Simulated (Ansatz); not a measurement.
The calculation's input:

```
crystal:
  lattice:
    - [3.9969678639, 0.0, 0.0]
    - [-1.9984839319, 3.4614757082, 0.0]
    - [0.0, 0.0, 27.7245268541]
  atoms:
    - { symbol: Ge, position: [0.3333333333, 0.6666666667, 0.3065877389] }
    - { symbol: Ge, position: [0.6666666667, 0.3333333333, 0.3365243779] }
    - { symbol: Ge, position: [0.6666666667, 0.3333333333, 0.4255503666] }
    - { symbol: Ge, position: [0.3333333333, 0.6666666667, 0.4554870057] }
    - { symbol: Ge, position: [0.3333333333, 0.6666666667, 0.5445129943] }
    - { symbol: Ge, position: [0.6666666667, 0.3333333333, 0.5744496334] }
    - { symbol: Ge, position: [0.6666666667, 0.3333333333, 0.6634756221] }
    - { symbol: Ge, position: [0.3333333333, 0.6666666667, 0.6934122611] }
basis:
  ecutwfc: 420
kpoints:
  mp_grid: { grid: [9, 9, 1] }
hamiltonian:
  xc: pbesol
scf:
  occupations: { method: gaussian, width: 0.1 }
output:
  forces: true
  eigenvalues: true
  write_density: true
  write_potential: true
  elf: true
  volumetric_format: npy
relax:
  adjacent_minimum: "off"
  f_tol: 0.03
  max_steps: 70
  constraints: [{ sites: [0, 1, 2, 3] }]
efield:
  axis: 3
  dipole_correction: true
  ramp_width: 0.04
```

Command:

```sh
ansatz run input.yaml --threads 2 --pin off --max-ram 5120MiB --backend cpu --events-out ev --progress --plain --runs-dir out
```

Theory: Ansatz 0.2.0, DFT PBEsol, scalar-relativistic, plane waves, PAW.

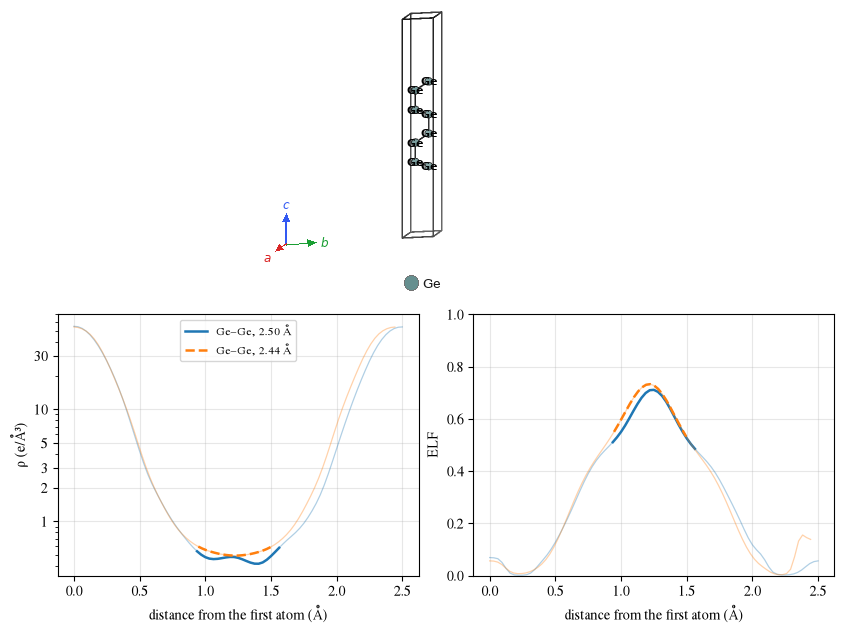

Ge (slab). Valence charge density (pseudo) and ELF along straight lines between neighbouring atoms. Thin, pale parts lie inside the atomic spheres. The structure is drawn too.

The density is the valence pseudo-density of a PAW calculation; it isn't the true density close to the nuclei.

> What can be read from the curves?

Ge–Ge (2.50 Å): the density is about 0.47 e/Å³ at the midpoint; the ELF peaks at about 0.70 between the atoms.
Ge–Ge (2.44 Å): ρ is about 0.5 e/Å³ halfway; the ELF peaks at about 0.75 between the atoms.
